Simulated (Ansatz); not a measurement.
Consider Ga.

Input file:

```
crystal:
  lattice:
    - [1.383, -4.0265, 0.0]
    - [1.383, 4.0265, 0.0]
    - [-0.1174474948, 0.0, 3.3299294416]
  atoms:
    - { symbol: Ga, position: [0.131, 0.869, 0.75] }
    - { symbol: Ga, position: [0.869, 0.131, 0.25] }
hamiltonian:
  xc: r2scan
  pseudopotentials: { kind: paw }
kpoints:
  mp_grid: { grid: [10, 10, 8] }
scf:
  occupations: { method: fermi_dirac, width: 0.05 }
output:
  forces: true
  stress: true
  eigenvalues: true
  write_density: true
  write_potential: true
  elf: true
  volumetric_format: npy
```

Launched as:

```sh
ansatz run input.yaml --threads 2 --pin off --max-ram 5632MiB --backend cpu --events-out ev --progress --plain --runs-dir out
```

Below, planes, directions and counts refer to the conventional cell (a = 2.77 Å, b = 8.05 Å, c = 3.33 Å, α = 90.00°, β = 92.02°, γ = 90.00°).

Space group C2/c.

Theory: Kohn-Sham DFT of a periodic cell, r2SCAN, Ansatz PAW (Ansatz 0.2.0).

**What can the converged valence pseudo-density and electron localisation function tell about the bonding?**

Ga–Ga (2.77 Å): ρ is about 0.24 e/Å³ halfway; the ELF is about 0.50 at the midpoint.

**Metal or insulator at this level of theory?**

It is gapless in this calculation (a metal or semimetal).

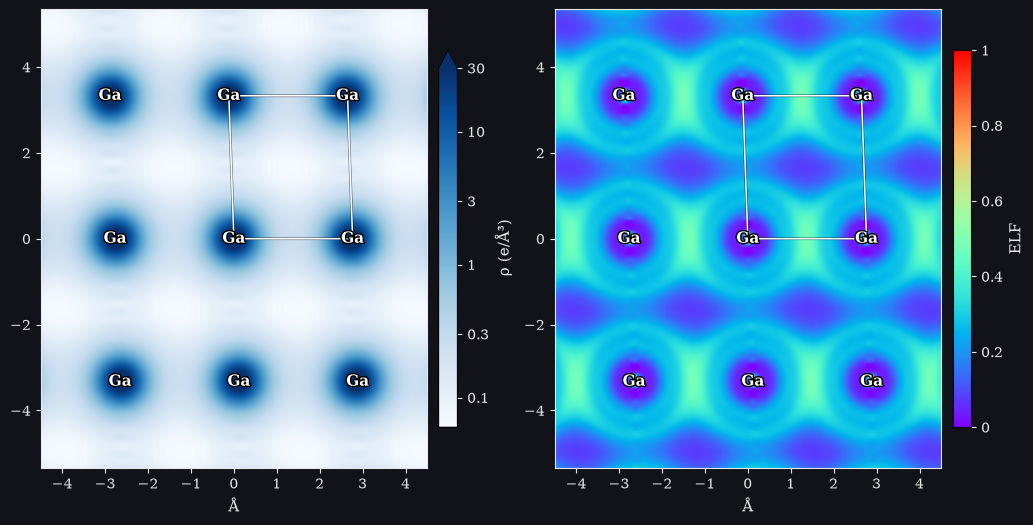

Computed valence pseudo-density and electron localisation function on the (010) plane of the conventional cell, in this order. 

The density is the valence pseudo-density of a PAW calculation; it isn't the true density close to the nuclei.
